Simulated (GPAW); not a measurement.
## Optical response of AlN

Wanted: where AlN starts to absorb, how strongly, and its refractive index. The cell comes from an older database entry, whose edges can differ from later determinations, mostly by under a per cent.

Program: GPAW 26.7.0. Level of theory: DFT, PBE, plane-wave PAW (GPAW data sets), scalar-relativistic, RPA, optical limit. Results are calculated unless marked as measured.

The database entry behind the starting cell differs from later determinations by our own check (inner coordinate u about 0.002 short), so it need not match the best structure at ambient conditions.

## 1. The starting structure

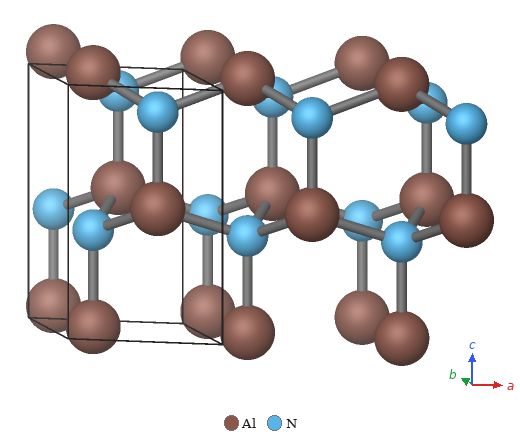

The cell as given, slightly off an axis (aluminium brown, nitrogen blue). 3×2×1 cells are drawn. Some periodic images of atoms are drawn too.

As a file:

```xyz
4
Lattice="3.1130 0.0000 0.0000 -1.5565 2.6959 0.0000 0.0000 0.0000 4.9810" Properties=species:S:1:pos:R:3 pbc="T T T"
Al    1.5565    0.8986    2.4905
Al    0.0000    1.7973    0.0000
N     1.5565    0.8986    4.3833
N     0.0000    1.7973    1.8928
```

## 2. Bands for the response

The response needs many more empty bands than the density does.

This step: DFT, PBE, plane-wave PAW (GPAW data sets), scalar-relativistic, bands at fixed density (GPAW 26.7.0).

Input file nscf.py:

```python
from ase.dft.bandgap import bandgap
from gpaw import GPAW, FermiDirac

calc = GPAW('gs.gpw').fixed_density(kpts={'size': (12, 12, 7), 'gamma': True}, nbands=39, convergence={'bands': 33},
                                    occupations=FermiDirac(0.001), txt='nscf.txt')
print('gap (eV)', bandgap(calc, output=None)[0])
print('direct gap (eV)', bandgap(calc, direct=True, output=None)[0])
print('top band over the Fermi level (eV)', min(calc.get_eigenvalues(kpt=k)[32] for k in range(len(calc.get_ibz_k_points()))) - calc.get_fermi_level())
calc.write('full.gpw', mode='all')
```

Command:

```
$ OMP_NUM_THREADS=1 python nscf.py
```

Numbers of over 12 decimals in the logs are rounded to 6 here.

The program printed:

```text
Diagonalizing LCAO Hamiltonian
Converting LCAO to pw mode
convergence criteria:
- Maximum integral of absolute [eigenst]ate change: 4e-08 eV^2 / valence electron
maximum number of iterations: 150

SCF iterations
|iter     |      energy | eigst |  dens |
|iter:   1||             | +3.36 |       |
|iter:   2||             | +1.85 |       |
|iter:   3||             | +0.75 |       |
|iter:   4||             | -0.24 |       |
|iter:   5||             | -1.11 |       |
|iter:   6||             | -1.98 |       |
|iter:   7||             | -2.89 |       |
|iter:   8||             | -3.70 |       |
|iter:   9||             | -4.58 |       |
|iter:  10||             | -5.39 |       |
|iter:  11||             | -6.22 |       |
|iter:  12||             | -6.92 |       |
|iter:  13||             | -7.49c|       |
SCF steps: 13
  __  _  _
 | _ |_)|_||  |
 |__||  | ||/\| - 26.7.0

Versions:
  Python: 3.12.14
  ASE:    3.29.0
  Numpy:  2.5.5
  Scipy:  1.18.1
  Libxc:  7.0.0

Input parameters:
  mode=PW(ecut=550.0),
  convergence={'bands': 33},
  gpts=array([18, 18, 27]),
  kpts=MonkhorstPack(size=(12, 12, 7), gamma=True),
  maxiter=150,
  nbands=39,
  occupations=Occupations(name='fermi-dirac', width=0.001, fixmagmom=False),
  parallel={},
  xc=XC(name='PBE')

--- standard output ---
gap (eV) 4.172592
direct gap (eV) 4.172592
top band over the Fermi level (eV) 30.620178
```

Wall time 2.2 min (1 thread of Arm Neoverse V1, shared host); peak memory 0.26 GiB.

This step gave:

| Property | Result |
| --- | --- |
| gap on the k-mesh | 4.173 eV |
| direct gap on the mesh | 4.173 eV |

## 3. Dielectric function, RPA

Transitions between filled and empty bands, summed over the zone, give the optical response, so mesh, band count and broadening shape it.

The induced potential is part of this response.

This step: DFT, PBE, plane-wave PAW (GPAW data sets), scalar-relativistic, RPA, optical limit (GPAW 26.7.0).

Input file df.py:

```python
from gpaw.response.df import DielectricFunction

df = DielectricFunction('full.gpw', frequencies={'type': 'nonlinear', 'domega0': 0.03, 'omega2': 8},
                        ecut=70,
                        eta=0.12,
                        nbands=33,
                        txt='df.txt')
for direction in ['x', 'z']:
    df.get_dielectric_function(xc='RPA', direction=direction, filename=f'df_{direction}.csv')
```

Command:

```
$ OMP_NUM_THREADS=1 python df.py
```

The program printed:

```text
Using integrator: PointIntegrator
NonLinearFrequencyDescriptor(from 0.000 to 50.231 eV, 466 points)
Nonperiodic BCs:  [False False False]
Using integrator: PointIntegrator
NonLinearFrequencyDescriptor(from 0.000 to 50.231 eV, 466 points)
Nonperiodic BCs:  [False False False]

Calculating chi0 body with:
    Ground state adapter containing:
    Number of spins: 1
    Number of kpoints: 1008
    Number of irreducible kpoints: 112
    Number of completely occupied states: 8
    Number of partially occupied states: 8

    Linear response parametrization:
    q_c: [0.0, 0.0, 0.0]
    Number of frequency points: 466
    Planewave cutoff: 70.0
    Number of bands: 33
    Number of planewaves: 55
    Broadening (eta): 0.12

Integrating chi0 body.

Symmetries of q_c:
    Direct symmetries (Uq -> q): 6
    Indirect symmetries (TUq -> q): 6
In total 12 allowed symmetries.

112 groups of equivalent kpoints. 88.888889% reduction.

Integral kind: spectral function

Calculating chi0 optical extensions with:
    Ground state adapter containing:
    Number of spins: 1
    Number of kpoints: 1008
    Number of irreducible kpoints: 112
    Number of completely occupied states: 8
    Number of partially occupied states: 8

    Linear response parametrization:
    Number of frequency points: 466
    Planewave cutoff: 70.0
    Number of bands: 33
    Number of planewaves: 55
    Broadening (eta): 0.12
Integrating chi0 head and wings.

Symmetries of q_c:
    Direct symmetries (Uq -> q): 6
    Indirect symmetries (TUq -> q): 6
In total 12 allowed symmetries.

112 groups of equivalent kpoints. 88.888889% reduction.

Integral kind: spectral function wings
```

Run time: 14 s. Hardware: 1 thread; peak memory 0.27 GiB.

Read-outs, printed or worked out from the files:

* electronic dielectric constant ε∞, mean over x, y and z (by symmetry where fewer were run): 4.315
* main peak of Im epsilon, first axis: 7.969 eV

The Im ε has structure finer than the step of the table below, so its rows give means over 1 eV, whole bins alone (the curve runs from 0 to 14.0 eV). Peaks (eV: height): E ∥ x 8.0: 8.45, 8.6: 6.49; E ∥ z 6.7: 8.88, 8.8: 4.65, 9.7: 5.68, 11.9: 5.23.

Values under the direct gap are tails of Lorentzian lines. Im ε against photon energy; means over each step:

| photon energy (eV) | E ∥ x | E ∥ z |
| --- | --- | --- |
| 1 | 0.0112 | 0.0133 |
| 2 | 0.0255 | 0.0308 |
| 3 | 0.0499 | 0.0627 |
| 4 | 0.173 | 0.258 |
| 5 | 0.851 | 1.09 |
| 6 | 2.34 | 3.99 |
| 7 | 5.69 | 7.94 |
| 8 | 6.97 | 5.11 |
| 9 | 5.16 | 4.04 |
| 10 | 3.72 | 4.71 |
| 11 | 3.83 | 3.36 |
| 12 | 3.99 | 4.50 |
| 13 | 4.05 | 3.94 |

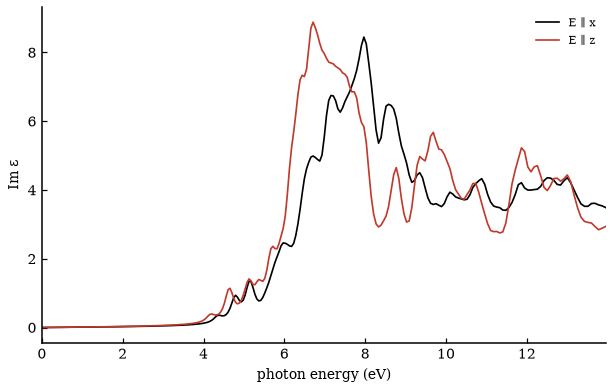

Im ε, plotted against photon energy.

Table of Re ε by photon energy:

| photon energy (eV) | E ∥ x | E ∥ z |
| --- | --- | --- |
| 0 | 4.24 | 4.47 |
| 1 | 4.28 | 4.52 |
| 2 | 4.43 | 4.70 |
| 3 | 4.73 | 5.06 |
| 4 | 5.35 | 5.88 |
| 5 | 6.30 | 7.05 |
| 6 | 7.09 | 9.40 |
| 7 | 7.33 | 3.90 |
| 8 | 2.56 | -0.202 |
| 9 | 0.312 | 1.85 |
| 10 | 1.47 | 0.540 |
| 11 | 0.572 | 0.241 |
| 12 | 0.793 | 0.385 |
| 13 | -0.234 | -0.743 |

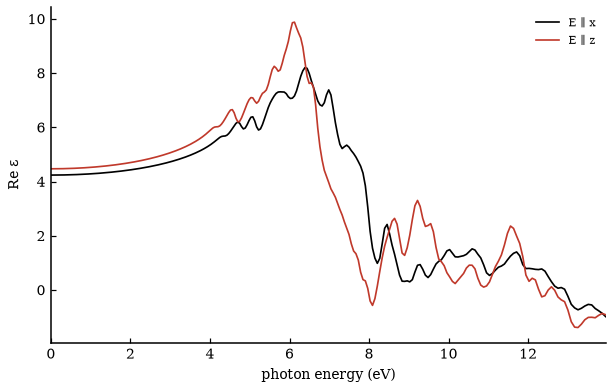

Re ε against photon energy.

The loss function −Im 1/ε at q → 0 has structure finer than the step of the table below, so its rows give means over 1 eV, whole bins alone (the curve runs from 0 to 14.0 eV). Peaks (eV: height): E ∥ x 9.6: 0.265, 11.2: 0.271, 13.5: 0.277; E ∥ z 8.3: 0.316, 9.0: 0.248, 11.1: 0.340.

Values under the direct gap are tails of Lorentzian lines. Loss function −Im 1/ε at q → 0 against energy loss; means over each step:

| energy loss (eV) | E ∥ x | E ∥ z |
| --- | --- | --- |
| 1 | 6.1e-4 | 6.5e-4 |
| 2 | 0.00129 | 0.00138 |
| 3 | 0.00221 | 0.00241 |
| 4 | 0.00571 | 0.00707 |
| 5 | 0.0219 | 0.0224 |
| 6 | 0.0373 | 0.0389 |
| 7 | 0.0750 | 0.0978 |
| 8 | 0.121 | 0.203 |
| 9 | 0.195 | 0.186 |
| 10 | 0.245 | 0.207 |
| 11 | 0.245 | 0.278 |
| 12 | 0.236 | 0.207 |
| 13 | 0.244 | 0.242 |

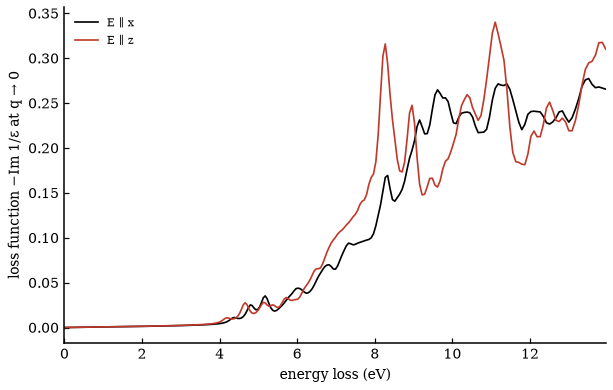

Loss function −Im 1/ε at q → 0 against energy loss.

The reflectivity at normal incidence has structure finer than the step of the table below, so its rows give means over 0.5 eV, whole bins alone (the curve runs from 0 to 14.0 eV). Peaks (eV: height): E ∥ x 8.03: 34.6, 8.77: 32.2, 10.95: 25.2; E ∥ z 6.71: 33.9, 8.77: 23.6, 9.96: 28.5, 10.81: 26.5, 12.34: 30.5, 13.25: 37.2.

Reflectivity at normal incidence against photon energy; means over each step:

| photon energy (eV) | E ∥ x (%) | E ∥ z (%) |
| --- | --- | --- |
| 0.5 | 12.0 | 12.8 |
| 1.0 | 12.1 | 13.0 |
| 1.5 | 12.4 | 13.2 |
| 2.0 | 12.7 | 13.6 |
| 2.5 | 13.1 | 14.1 |
| 3.0 | 13.7 | 14.8 |
| 3.5 | 14.5 | 15.8 |
| 4.0 | 15.7 | 17.3 |
| 4.5 | 17.4 | 18.9 |
| 5.0 | 18.4 | 20.3 |
| 5.5 | 20.1 | 22.8 |
| 6.0 | 22.5 | 27.5 |
| 6.5 | 26.0 | 32.2 |
| 7.0 | 27.8 | 32.4 |
| 7.5 | 28.8 | 32.5 |
| 8.0 | 32.8 | 31.2 |
| 8.5 | 29.4 | 18.5 |
| 9.0 | 28.7 | 19.5 |
| 9.5 | 24.1 | 25.0 |
| 10.0 | 20.9 | 27.9 |
| 10.5 | 21.3 | 24.0 |
| 11.0 | 23.6 | 22.2 |
| 11.5 | 20.6 | 18.2 |
| 12.0 | 23.8 | 27.7 |
| 12.5 | 26.3 | 29.0 |
| 13.0 | 30.0 | 33.7 |
| 13.5 | 30.8 | 34.4 |

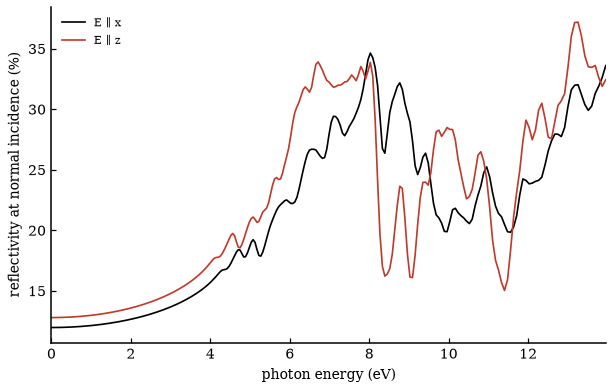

Reflectivity at normal incidence, plotted against photon energy.

The Im ε, E ∥ x has structure finer than the step of the table below, so its rows give means over 1 eV, whole bins alone (the curve runs from 0 to 14.0 eV). Peaks (eV: height): without local fields 8.0: 9.42, 8.5: 7.20, 10.8: 6.08; with local fields 8.0: 8.45, 8.6: 6.49.

Values under the direct gap are tails of Lorentzian lines. Im ε, E ∥ x against photon energy; means over each step:

| photon energy (eV) | without local fields | with local fields |
| --- | --- | --- |
| 1 | 0.0124 | 0.0112 |
| 2 | 0.0282 | 0.0255 |
| 3 | 0.0548 | 0.0499 |
| 4 | 0.181 | 0.173 |
| 5 | 0.868 | 0.851 |
| 6 | 2.53 | 2.34 |
| 7 | 6.48 | 5.69 |
| 8 | 7.83 | 6.97 |
| 9 | 5.51 | 5.16 |
| 10 | 4.55 | 3.72 |
| 11 | 5.29 | 3.83 |
| 12 | 5.26 | 3.99 |
| 13 | 4.32 | 4.05 |

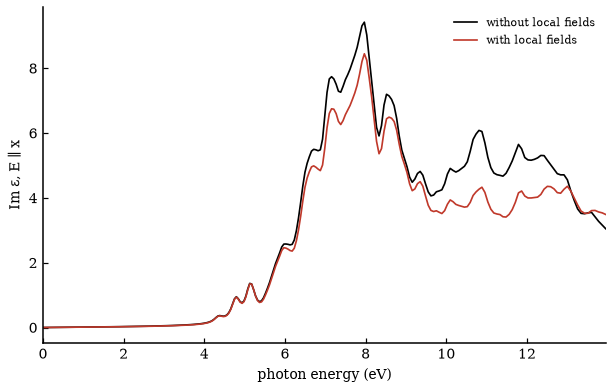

Im ε, E ∥ x against photon energy.

Optical constants at common wavelengths, from n + ik = √ε:

| wavelength (nm) | n x | k x | R (%) x | 1/α x | n z | k z | R (%) z | 1/α z |
| --- | --- | --- | --- | --- | --- | --- | --- | --- |
| 633 | 2.10 | 0.006 | 12.6 | 8.7 µm | 2.17 | 0.007 | 13.6 | 7.4 µm |
| 532 | 2.12 | 0.007 | 12.9 | 5.7 µm | 2.19 | 0.009 | 13.9 | 4.9 µm |
| 450 | 2.15 | 0.010 | 13.4 | 3.7 µm | 2.22 | 0.011 | 14.4 | 3.1 µm |
| 405 | 2.18 | 0.012 | 13.8 | 2.8 µm | 2.26 | 0.014 | 14.9 | 2.3 µm |
| 365 | 2.22 | 0.015 | 14.3 | 2.0 µm | 2.30 | 0.018 | 15.5 | 1.6 µm |
| 248 | 2.51 | 0.169 | 18.8 | 116 nm | 2.66 | 0.189 | 20.8 | 104 nm |
| 193 | 2.93 | 0.641 | 26.1 | 24 nm | 3.08 | 1.186 | 31.7 | 13 nm |

Below the direct gap, k and the depth come from the tails of the Lorentzian lines, not from transitions.

Rows near the edge hang on the gap, which this functional as a rule makes too small, and phonon-assisted absorption is left out.

At 1064 nm the birefringence n(z) − n(x) is +0.058: the crystal is uniaxial positive at this level.

## 4. Results

| Item | Value |
| --- | --- |
| electronic dielectric constant ε∞, mean over x, y and z (by symmetry where fewer were run) (RPA) | 4.31 |
| main peak of Im epsilon, first axis | 7.97 eV |

In words: At this level (PBE, RPA) AlN has a mean ε∞ = 4.31 and n = 2.07 at 1550 nm (E ∥ x), and Im ε peaks at 8.0 eV (E ∥ x). On the mesh the gap is 4.17 eV and the least direct gap 4.17 eV. Local fields change the static value along x from 4.56 to 4.24 (-7 %). Distinct maxima of Im ε, read by a parabola through the highest points, lie at 7.18 eV (6.8), 7.97 eV (8.4), 8.59 eV (6.5) and 12.99 eV (4.4) for E ∥ x. The static values by axis are 4.24 (x), 4.47 (z). At 1064 nm the birefringence n(z) − n(x) is +0.058: the crystal is uniaxial positive at this level. Excitons and phonon-assisted transitions are missing; PBE gaps are as a rule too small, which pulls the onset down and ε∞ up. The sum runs over mesh points, so small or evenly spaced maxima can still be ripples of the mesh.

[Machine, clock and banner lines and Python warnings are left out of the logs.]

[Logs are printed without paths, hosts, clocks, repeated set-up lines and the standing remarks that a program may print on its own settings, such as how far it seeks lower states.]

[Hosts, paths, dates, database ids (printed as entryN), source tags and the programs' standing remarks are cut or masked in the printed files.]
